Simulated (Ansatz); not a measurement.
Cl

The calculation's input:

```
crystal:
  lattice:
    - [3.145, -2.25, 0.0]
    - [3.145, 2.25, 0.0]
    - [0.0, 0.0, 8.21]
  atoms:
    - { symbol: Cl, position: [0.37, 0.63, 0.4] }
    - { symbol: Cl, position: [0.13, 0.87, 0.9] }
    - { symbol: Cl, position: [0.63, 0.37, 0.6] }
    - { symbol: Cl, position: [0.87, 0.13, 0.1] }
hamiltonian:
  xc: lda
  pseudopotentials: { kind: paw }
kpoints:
  mp_grid: { grid: [7, 7, 4] }
scf:
  occupations: { method: fermi_dirac, width: 0.05 }
output:
  forces: true
  stress: true
  eigenvalues: true
  write_density: true
  write_potential: true
  elf: true
  volumetric_format: npy
```

Command:

```sh
ansatz run input.yaml --threads 2 --pin off --max-ram 5632MiB --backend cpu --events-out ev --progress --plain --runs-dir out
```

Below, planes, directions and counts refer to the conventional cell (a = 6.29 Å, b = 4.50 Å, c = 8.21 Å, α = 90.00°, β = 90.00°, γ = 90.00°).

Space group Cmce; computed pressure about −2 GPa in this cell.

Computed with Ansatz 0.2.0, Kohn-Sham DFT of a periodic cell, LDA, Ansatz PAW.

### Predict the valence pseudo-density and electron localisation function between the atoms.

Cl–Cl (2.02 Å): ρ is about 1 e/Å³ halfway; the ELF peaks at about 0.75 between the atoms.

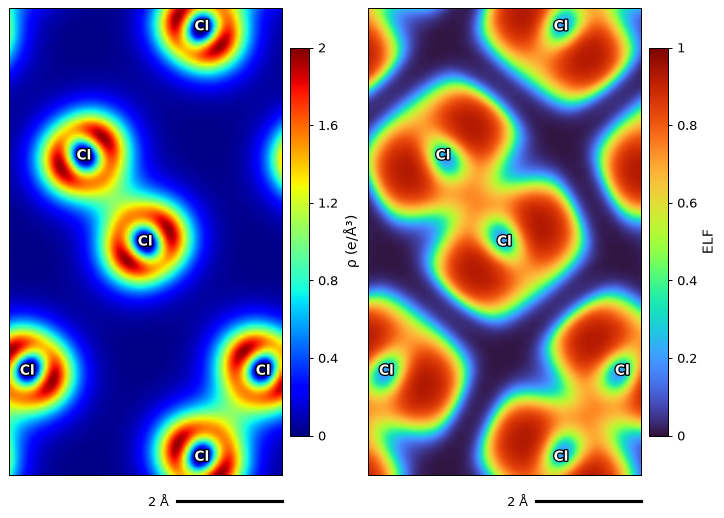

Computed valence pseudo-density and electron localisation function on the (100) plane of the conventional cell, in this order. 

In a PAW calculation such maps are meaningful between the atoms, not at the nuclei.
